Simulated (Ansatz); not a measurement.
Ta₈H₄C: geometry relaxation (part 3 of 3)

Ta₈H₄C (slab, 13 atoms in the cell); DFT PBEsol, scalar-relativistic, plane waves, PAW, no spin polarisation (Ansatz 0.2.0); cutoff 420 eV, 6×6×1 k-mesh, Gaussian smearing of 0.1 eV. The structure derives from an entry of the Crystallography Open Database. The input holds or restrains some coordinates. Forces given for the steps count only the free coordinates. It belongs to a series of runs on one base structure; here: CH4 put at a bridge Ta-Ta site.

Geometry of the input (Å; fractional positions):
```
4.6394  0.0000  0.0000
-2.3197  4.0178  0.0000
0.0000  0.0000  27.0787
Ta 0.6667  0.3333  0.3139
Ta 0.3333  0.6667  0.3489
Ta 0.0000  0.0000  0.3838
Ta 0.6667  0.3333  0.4188
Ta 0.3333  0.6667  0.4500
Ta 0.0000  0.0000  0.4911
Ta 0.6667  0.3333  0.5214
Ta 0.3333  0.6667  0.5460
H  0.0000  0.5000  0.6583
C  0.0000  0.5000  0.6986
H  0.0937  0.7533  0.7118
H  -0.2533  0.3404  0.7118
H  0.1596  0.4063  0.7118
```

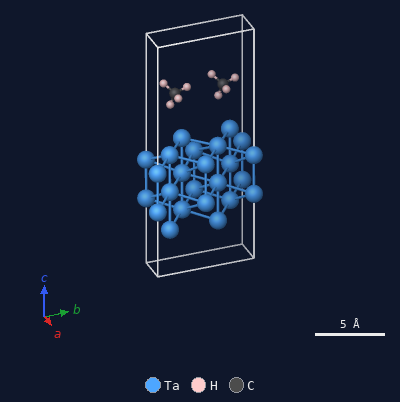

The geometry at step 14 of the log (ball-and-stick view of the 1 × 2 repeat of the cell, with the vacuum cut short, seen slightly off an axis).

### Trajectory as extended XYZ (Å, eV, eV/Å), 8 of the 24 frames kept, from step=1 to step=24
```
13
Lattice="4.6394 0.0000 0.0000 -2.3197 4.0178 0.0000 0.0000 0.0000 27.0787" Properties=species:S:1:pos:R:3:forces:R:3 step=1 energy=-78755.00752
Ta    2.3197    1.3393    8.5000    0.0008   0.0005   1.9338
Ta    0.0000    2.6785    9.4470   -0.0012  -0.0007   0.0300
Ta    0.0000    0.0000   10.3940   -0.0002  -0.0001  -1.1883
Ta    2.3197    1.3393   11.3410    0.0008   0.0004  -0.8124
Ta    0.0000    2.6785   12.1852    0.0016   0.0010   0.0160
Ta    0.0000    0.0000   13.2992   -0.0006  -0.0004   0.0132
Ta    2.3197    1.3393   14.1191    0.0034   0.0019   0.0126
Ta    0.0000    2.6785   14.7860   -0.0043  -0.0025   0.0204
H    -1.1598    2.0089   17.8260   -0.0396  -0.0223  -0.3724
C    -1.1598    2.0089   18.9160    0.0435   0.0288   0.0919
H    -1.3126    3.0265   19.2757   -0.0400   0.2372   0.0905
H    -1.9647    1.3679   19.2757   -0.1885  -0.1573   0.0675
H    -0.2022    1.6324   19.2757    0.2242  -0.0864   0.0969
13
Lattice="4.6394 0.0000 0.0000 -2.3197 4.0178 0.0000 0.0000 0.0000 27.0787" Properties=species:S:1:pos:R:3:forces:R:3 step=4 energy=-78755.01191 accepted=F
Ta    2.3197    1.3393    8.5000   -0.0002  -0.0001   1.9255
Ta    0.0000    2.6785    9.4470   -0.0016  -0.0010  -0.0596
Ta    0.0000    0.0000   10.3940    0.0003   0.0002  -1.3031
Ta    2.3197    1.3393   11.3410   -0.0117  -0.0078  -1.0103
Ta   -0.0014    2.6776   12.1610    0.0046   0.0030   0.2156
Ta   -0.0024   -0.0016   13.2712   -0.0049  -0.0029   0.1542
Ta    2.3157    1.3367   14.0995    0.0143   0.0084   0.0539
Ta   -0.0047    2.6754   14.7607   -0.0031  -0.0012   0.0537
H    -1.2543    1.9534   17.7254   -0.0043  -0.0027  -0.0223
C    -1.1533    2.0136   18.8205   -0.0088  -0.0166  -0.0110
H    -1.3566    3.0400   19.1499   -0.0024   0.0259   0.0016
H    -1.8786    1.3290   19.2792   -0.0007  -0.0105   0.0065
H    -0.1368    1.7227   19.1143    0.0185   0.0053  -0.0047
13
Lattice="4.6394 0.0000 0.0000 -2.3197 4.0178 0.0000 0.0000 0.0000 27.0787" Properties=species:S:1:pos:R:3:forces:R:3 step=8 energy=-78755.02605
Ta    2.3197    1.3393    8.5000   -0.0001  -0.0001   1.9375
Ta    0.0000    2.6785    9.4470   -0.0034  -0.0021   0.0230
Ta    0.0000    0.0000   10.3940    0.0016   0.0010  -1.1826
Ta    2.3197    1.3393   11.3410   -0.0071  -0.0046  -0.8015
Ta   -0.0007    2.6781   12.1858    0.0023   0.0014   0.0200
Ta   -0.0024   -0.0015   13.2995    0.0002   0.0001   0.0157
Ta    2.3162    1.3371   14.1193    0.0007   0.0005   0.0041
Ta   -0.0051    2.6754   14.7896   -0.0044  -0.0028   0.0173
H    -1.3702    1.8775   17.5761    0.0477   0.0010   0.1299
C    -1.1289    2.0297   18.6465    0.0414  -0.1357   0.0461
H    -1.4229    3.0482   18.9400    0.0140  -0.0675  -0.0052
H    -1.6912    1.2883   19.2461    0.1408   0.1819  -0.1452
H    -0.0444    1.8920   18.8126   -0.2336   0.0270  -0.0579
13
Lattice="4.6394 0.0000 0.0000 -2.3197 4.0178 0.0000 0.0000 0.0000 27.0787" Properties=species:S:1:pos:R:3:forces:R:3 step=11 energy=-78755.04368
Ta    2.3197    1.3393    8.5000   -0.0025  -0.0015   1.9457
Ta    0.0000    2.6785    9.4470   -0.0077  -0.0051   0.0059
Ta    0.0000    0.0000   10.3940    0.0056   0.0036  -1.1797
Ta    2.3197    1.3393   11.3410   -0.0207  -0.0135  -0.7902
Ta   -0.0018    2.6774   12.1868    0.0044   0.0021   0.0260
Ta   -0.0064   -0.0043   13.2982   -0.0023  -0.0009   0.0329
Ta    2.3096    1.3328   14.1183   -0.0023  -0.0007  -0.0034
Ta   -0.0149    2.6691   14.7960   -0.0012  -0.0009  -0.0020
H    -1.3456    1.8954   17.3244    0.0078  -0.0080   0.0220
C    -0.9912    2.1172   18.3490    0.0525  -0.0235   0.0326
H    -1.3719    3.1010   18.6553    0.0164  -0.0169  -0.0045
H    -1.3731    1.3380   19.0278    0.0353   0.0608  -0.0699
H     0.1101    2.1170   18.3756   -0.0855   0.0045  -0.0116
13
Lattice="4.6394 0.0000 0.0000 -2.3197 4.0178 0.0000 0.0000 0.0000 27.0787" Properties=species:S:1:pos:R:3:forces:R:3 step=14 energy=-78755.07481
Ta    2.3197    1.3393    8.5000   -0.0070  -0.0029   1.9695
Ta    0.0000    2.6785    9.4470   -0.0163  -0.0129  -0.0248
Ta    0.0000    0.0000   10.3940    0.0157   0.0100  -1.1520
Ta    2.3197    1.3393   11.3410   -0.0379  -0.0236  -0.7477
Ta   -0.0033    2.6765   12.1906   -0.0023  -0.0011  -0.0164
Ta   -0.0139   -0.0090   13.3038    0.0015   0.0001  -0.0143
Ta    2.2981    1.3259   14.1168    0.0005   0.0003   0.0109
Ta   -0.0304    2.6598   14.8097   -0.0028  -0.0009   0.0357
H    -1.2518    2.0247   17.0676    0.0347   0.0157   0.0799
C    -0.7409    2.2780   18.0255    0.0270  -0.0384  -0.0541
H    -1.1173    3.2450   18.3845    0.0274  -0.0024  -0.0155
H    -0.9801    1.4820   18.7490    0.0387   0.0523  -0.0721
H     0.3526    2.3245   17.8855   -0.0791   0.0038   0.0012
13
Lattice="4.6394 0.0000 0.0000 -2.3197 4.0178 0.0000 0.0000 0.0000 27.0787" Properties=species:S:1:pos:R:3:forces:R:3 step=17 energy=-78755.12648
Ta    2.3197    1.3393    8.5000   -0.0094  -0.0004   2.0071
Ta    0.0000    2.6785    9.4470   -0.0258  -0.0270  -0.0837
Ta    0.0000    0.0000   10.3940    0.0236   0.0166  -1.1285
Ta    2.3197    1.3393   11.3410   -0.0484  -0.0246  -0.7128
Ta   -0.0051    2.6760   12.1929    0.0001   0.0024  -0.0511
Ta   -0.0198   -0.0122   13.3016    0.0057   0.0010   0.0060
Ta    2.2882    1.3212   14.1180    0.0037   0.0018  -0.0084
Ta   -0.0445    2.6534   14.8347   -0.0162  -0.0047   0.0431
H    -1.2031    2.1626   16.8732    0.0694   0.0206   0.1107
C    -0.4973    2.4320   17.7062   -0.0024  -0.0436  -0.0566
H    -0.8106    3.3929   18.1359    0.0470  -0.0154  -0.0379
H    -0.5711    1.6258   18.4557    0.0379   0.0743  -0.1207
H     0.5569    2.4947   17.3619   -0.0860  -0.0016   0.0349
13
Lattice="4.6394 0.0000 0.0000 -2.3197 4.0178 0.0000 0.0000 0.0000 27.0787" Properties=species:S:1:pos:R:3:forces:R:3 step=21 energy=-78755.15870
Ta    2.3197    1.3393    8.5000    0.0036   0.0067   2.0250
Ta    0.0000    2.6785    9.4470   -0.0194  -0.0362  -0.1260
Ta    0.0000    0.0000   10.3940    0.0051   0.0167  -1.1047
Ta    2.3197    1.3393   11.3410    0.0053   0.0112  -0.7111
Ta   -0.0010    2.6796   12.1879    0.0481   0.0021  -0.0378
Ta    0.0023   -0.0050   13.3070   -0.0212  -0.0009  -0.0650
Ta    2.3208    1.3325   14.1197   -0.0555  -0.0073   0.0070
Ta   -0.0076    2.6671   14.8448    0.0194   0.0072  -0.0277
H    -0.9891    2.3259   16.8814   -0.0220  -0.0087   0.0304
C    -0.1220    2.5771   17.5491   -0.0269   0.0059   0.0134
H    -0.2701    3.5787   17.9694    0.0125   0.0093  -0.0017
H    -0.1129    1.8092   18.3357    0.0150  -0.0008  -0.0096
H     0.8648    2.5273   17.0313    0.0360  -0.0051   0.0078
13
Lattice="4.6394 0.0000 0.0000 -2.3197 4.0178 0.0000 0.0000 0.0000 27.0787" Properties=species:S:1:pos:R:3:forces:R:3 step=24 energy=-78755.16228
Ta    2.3197    1.3393    8.5000    0.0005   0.0077   2.0198
Ta    0.0000    2.6785    9.4470   -0.0007  -0.0327  -0.1373
Ta    0.0000    0.0000   10.3940    0.0000   0.0140  -1.1369
Ta    2.3197    1.3393   11.3410    0.0000   0.0105  -0.7490
Ta    0.0000    2.6797   12.1829   -0.0041   0.0003   0.0020
Ta   -0.0004   -0.0043   13.2973    0.0020   0.0010   0.0044
Ta    2.3194    1.3344   14.1172    0.0028   0.0004  -0.0022
Ta    0.0001    2.6717   14.8382   -0.0006  -0.0022   0.0001
H    -0.9061    2.3780   16.9739    0.0036   0.0059   0.0045
C     0.0129    2.6147   17.5677    0.0061  -0.0016  -0.0028
H    -0.0640    3.6311   17.9722   -0.0028  -0.0061  -0.0054
H     0.0647    1.8656   18.3707    0.0010   0.0011  -0.0019
H     0.9588    2.5172   16.9789   -0.0081   0.0016   0.0046
```

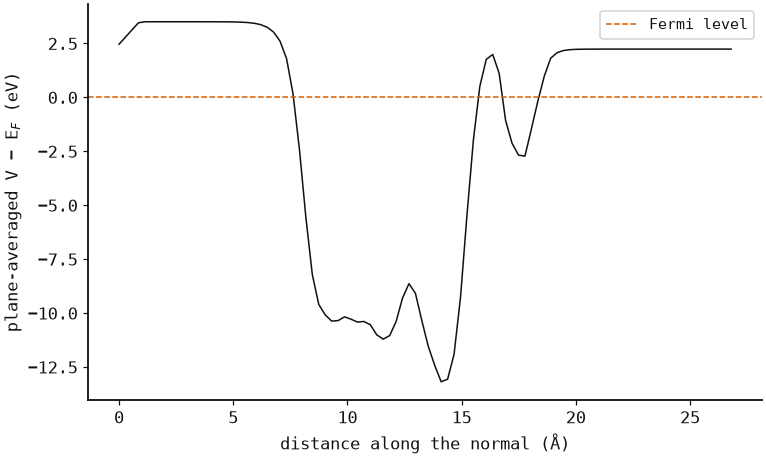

Plane average of the electrostatic potential energy of an electron across the cell, from the Fermi level. The vacuum level lies 2.24 eV above the Fermi level on the upper side and 3.50 eV on the lower.

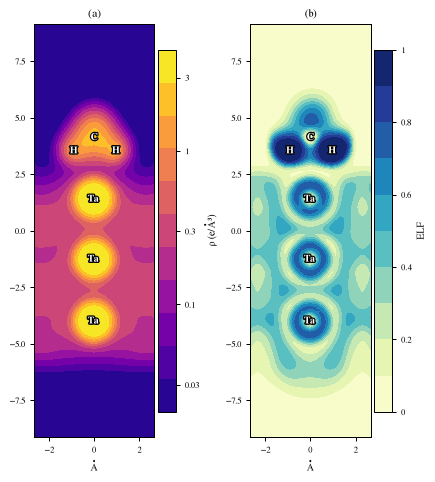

(a) valence electron density; (b) electron localisation function on the (010) plane of the calculation cell, a cut from vacuum to vacuum. C–H (1.12 Å): ρ is about 1.8 e/Å³ halfway; the ELF climbs to about 1 towards the hydrogen, as it does in any bond to H; a covalent bond by its length. Ta–Ta (2.66 Å): ρ at the midpoint is about 0.44 e/Å³; the ELF is about 0.35 at the midpoint (no shared electron pair). Ta–C (2.73 Å): ρ is about 0.21 e/Å³ halfway; the ELF is about 0.10 at the midpoint; a polar contact without a shared pair, in a metal. Ta–Ta (2.74 Å): ρ is about 0.39 e/Å³ halfway; the ELF is about 0.35 at the midpoint (no localised pair between them). The density dies away to nearly zero in the vacuum. The strong features right at Ta lie inside the PAW spheres (semicore, d or f shells) and say nothing about bonding. The fields are those of the smooth PAW valence density.

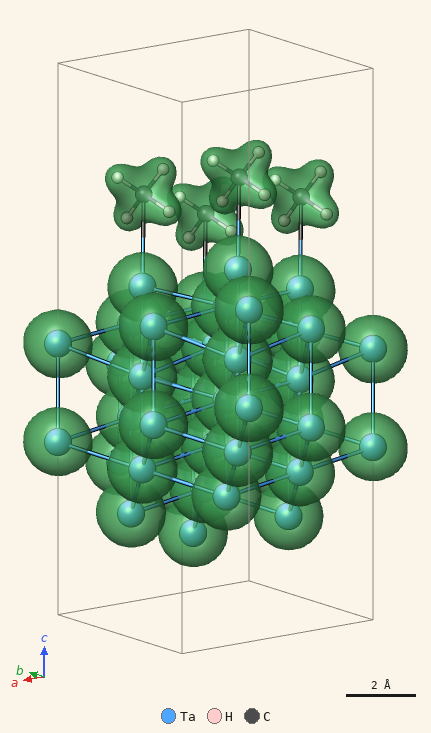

Isosurface of the valence pseudo-density at 0.6 e/Å³ (green), seen at an oblique angle. Sticks mark near contacts. At this value the density breaks into separate islands; it holds about 70 % of the electrons treated as valence (semicore included). It is pinched off along the Ta–Ta (2.66 Å), Ta–C (2.73 Å) and Ta–Ta (2.74 Å) contacts. On the grid the lowest density along these lines, outside the cores, is 1.8 e/Å³ (C–H, 1.10 Å), 0.44 e/Å³ (Ta–Ta, 2.66 Å), 0.21 e/Å³ (Ta–C, 2.73 Å) and 0.39 e/Å³ (Ta–Ta, 2.74 Å).

### Summary

```tsv
quantity	value
outcome	converged under the restraints of the input
electrons treated	112
free energy	−78755.1623 eV
work function, top face	2.24 eV
work function, bottom face	3.50 eV
Fermi energy	3.693 eV
gap on the k-point mesh	none (metallic)
final volume	504.75 Å³
work function (upper face)	2.24 eV
largest force (length of the vector) at the end, held atoms and coordinates included	2.020 eV/Å
hardware	4 threads of Intel Xeon @ 2.50GHz (Skylake/Cascade Lake), 189 GiB of memory available, shared host
wall time	15 min (CPU time 58 min)
peak memory	1.4 GiB
```

### Notes

Warnings of the run: the exchange-correlation potential is rough where the density is thin. Spin–orbit coupling is left out, which matters for Ta.
